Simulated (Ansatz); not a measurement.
# NaF: 7 runs along one coordinate

System: NaF (2 atoms in the cell).
Method: DFT PBE + D4, scalar-relativistic, plane waves, PAW, no spin polarisation (Ansatz 0.2.0).

The 7 runs differ only in the geometry, by an even scaling of the cell at fixed fractional positions. The structure derives from an entry of the Crystallography Open Database.

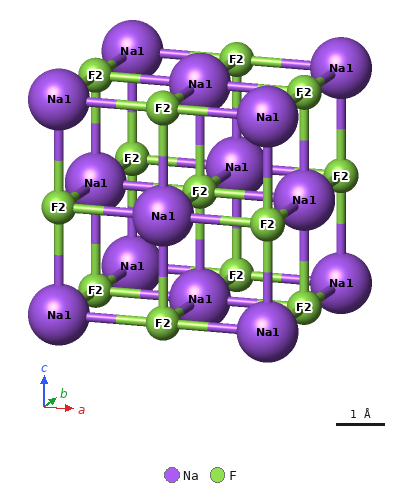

Figure 1. The structure of run 4 (ball-and-stick view of the cell 4 times as large as that of the calculation, set on its symmetry axes, seen slightly off an axis; atoms are numbered from 1 in the order of the input). An atom can appear more than once, as a periodic image.

### Input of run 4
```yaml
crystal:
  lattice:
    - [0.0, 2.3283997525, 2.3283997525]
    - [2.3283997525, 0.0, 2.3283997525]
    - [2.3283997525, 2.3283997525, 0.0]
  atoms:
    - { symbol: Na, position: [0.0, 0.0, 0.0] }
    - { symbol: F, position: [0.5, 0.5, 0.5] }
basis:
  ecutwfc: 420
  ecutrho_ratio: 4
kpoints:
  mp_grid: { grid: [8, 8, 8] }
hamiltonian:
  xc: pbe
  dispersion: d4
scf:
  occupations: { method: gaussian, width: 0.05 }
output:
  forces: true
  stress: true
  eigenvalues: true
```

Command:
```bash
ansatz run input.yaml --threads 4 --pin off --max-ram 8192MiB --backend cpu --events-out ev --progress --plain --runs-dir out
```

Run 6 differs from it as follows:
```diff
-    - [0.0, 2.3283997525, 2.3283997525]
-    - [2.3283997525, 0.0, 2.3283997525]
-    - [2.3283997525, 2.3283997525, 0.0]
+    - [0.0, 2.3546769319, 2.3546769319]
+    - [2.3546769319, 0.0, 2.3546769319]
+    - [2.3546769319, 2.3546769319, 0.0]
```

### Results, with one run withheld

| run | volume per atom (Å³) | free energy per atom, from the lowest run given (meV) | pressure (GPa) | gap on the mesh (eV) |
| --- | --- | --- | --- | --- |
| 1 | 12.288 | 3.14 | 2.08 | 6.38 |
| 2 | 12.541 | 0.81 | 0.99 | 6.27 |
| 3 | 12.544 | 0.77 | 0.98 | 6.27 |
| 4 | 12.623 | 0.33 | 0.66 | 6.24 |
| 5 | 12.800 | 0.00 | 0.00 | 6.16 |
| 6 | 13.056 | ? | ? | ? |
| 7 | 13.312 | 2.70 | −1.66 | 5.96 |

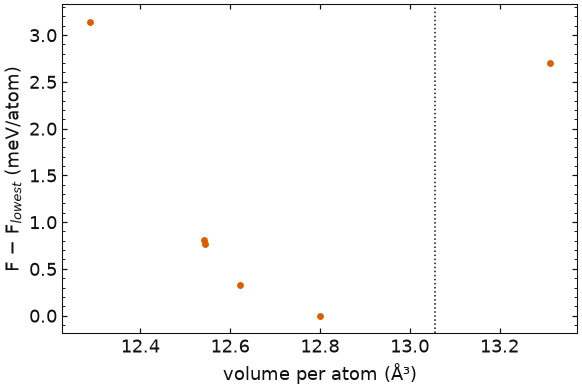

Figure 2. Free energy per atom of the runs given; the dotted line marks run 6.

Fit the runs given and predict run 6.

A cubic polynomial in V^(−2/3) (the Birch–Murnaghan form), fitted to the 6 runs given, misses them by at most 0.03 meV per atom. With x = V^(−2/3) − 0.18392 Å⁻², it reads F = 0.16973 + 296.76 x + 1.2232e+05 x² − 1.9775e+05 x³ (meV per atom). At run 6 it gives 0.68 meV per atom, and the run itself gives 0.64. The slope of the fit gives a pressure −dF/dV of −0.86 GPa there, and the run prints −0.88 GPa. The fit has its minimum at 12.804 Å³ per atom, where V d²F/dV² gives 45.7 GPa: the bulk modulus at this level, since symmetry fixes the shape and the positions. The gap on the mesh goes, without turning, from 6.38 eV in run 1 to 5.96 eV in run 7; run 6 has 6.06 eV. These are gaps of this functional on this mesh, which can miss the band edges; they aren't the measured gap.

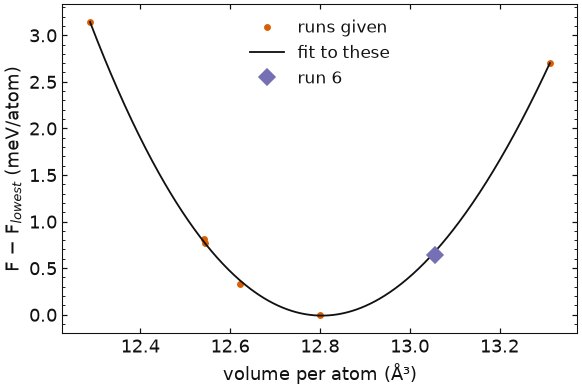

Figure 3. The fit and the withheld run.

### Output, shortened to warnings, some set-up lines, iterations and results (run 6)
```
Basis set: ecut = 420 eV, 531 PW (Γ), exchange–correlation on 48×48×48 points (8 copies of the dense FFT grid, shifted against one another)
Symmetry: 48 space group operations
k-points: 29 of 512
Initial density: superposition of atomic densities (neutral atoms: chi_scale 0, normalization atom), corrected by the library's trained network
[...]
SCF iter   1: F=—  HF=-2297.529864 eV  |F-HF|=—  |Δ(HF+E_count)|=         —  Δρ=7.57e-4  dr2=1.05e-4  ethr=1.77e-3  ⟨swp⟩=5.1  Hψ=1929  notcnv=0
SCF iter   2: F=—  HF=-2297.529472 eV  |F-HF|=—  |Δ(HF+E_count)|=   3.92e-4  Δρ=1.04e-3  dr2=1.64e-4  ethr=6.56e-7  ⟨swp⟩=2.0  Hψ=814  notcnv=0
SCF iter   3: F=—  HF=-2297.529442 eV  |F-HF|=—  |Δ(HF+E_count)|=   3.03e-5  Δρ=3.28e-4  dr2=1.40e-5  ethr=6.56e-7  ⟨swp⟩=2.0  Hψ=428  notcnv=0
SCF iter   4: F=—  HF=-2297.529446 eV  |F-HF|=—  |Δ(HF+E_count)|=   4.75e-6  Δρ=4.72e-5  dr2=3.38e-7  ethr=8.74e-8  ⟨swp⟩=3.0  Hψ=576  notcnv=0
SCF iter   5: F=—  HF=-2297.529447 eV  |F-HF|=—  |Δ(HF+E_count)|=   9.17e-7  Δρ=5.88e-5  dr2=6.41e-7  ethr=2.11e-9  ⟨swp⟩=2.0  Hψ=539  notcnv=0
SCF iter   6: F=—  HF=-2297.529447 eV  |F-HF|=—  |Δ(HF+E_count)|=   1.50e-7  Δρ=2.55e-5  dr2=1.23e-7  ethr=2.11e-9  ⟨swp⟩=2.0  Hψ=414  notcnv=0
SCF iter   7: F=-2297.529447 eV  HF=-2297.529447 eV  |F-HF|=1.91e-9  |Δ(HF+E_count)|=   3.58e-8  Δρ=3.36e-6  dr2=2.15e-9  ethr=6.25e-10  ⟨swp⟩=3.9  Hψ=993  notcnv=0
SCF 1 converged in 7 iterations: F = -2297.529447 eV  dr2 = 2.15e-9
SCF converged after 7 iterations
Free energy (F): -2297.529447 eV
Harris-Foulkes:  -2297.529447 eV  (|F-HF|=1.91e-9)
Internal energy: -2297.529447 eV  (E = F + TS)
E sigma→0 (E₀):  -2297.529447 eV
Fermi energy:    3.701869 eV
--- Per-component energies (eV) ---
  E_band       = -239.817280
  E_kinetic    = 328.735622
  E_local      = -1722.422077  (includes V_loc(G=0)·N_el)
  E_nonlocal   = 188.579519
  E_hartree    = 612.470127
  E_xc         = -120.061647
  E_vxc        = -153.989966  (∫ρ·V_xc dr)
  E_paw        = -463.581741  (= ΣΔE_a)
  E_vpaw       = -105.661288  (= ΣTr[D̂ρ^β])
  E_aug_tail   = 0.002101  (compensation charges beyond the density's cutoff)
  E_ewald      = -1121.153079
  E_disp       = -0.098273  (pairwise vdW)
  E_smearing   = -0.000000  (= −TS)
  E_closure    = -0.000000  (closes the sum)
  Σ components = -2297.529447   (vs F -2297.529447, Δ=0.00e0)
--- Forces (eV/Å), atoms counted from 1 ---
  atom   1  Na    -0.00000000     0.00000000    -0.00000000
  atom   2  F      0.00000000     0.00000000    -0.00000000
  max |Σ_I F_I| component: 3.11e-29 eV/Å
--- Stress (GPa, compression-positive) ---
       -0.877477      -0.000000      -0.000000
       -0.000000      -0.877477      -0.000000
        0.000000       0.000000      -0.877477
  P = ⅓ Tr σ = -0.8775 GPa (-8.775 kbar)
```
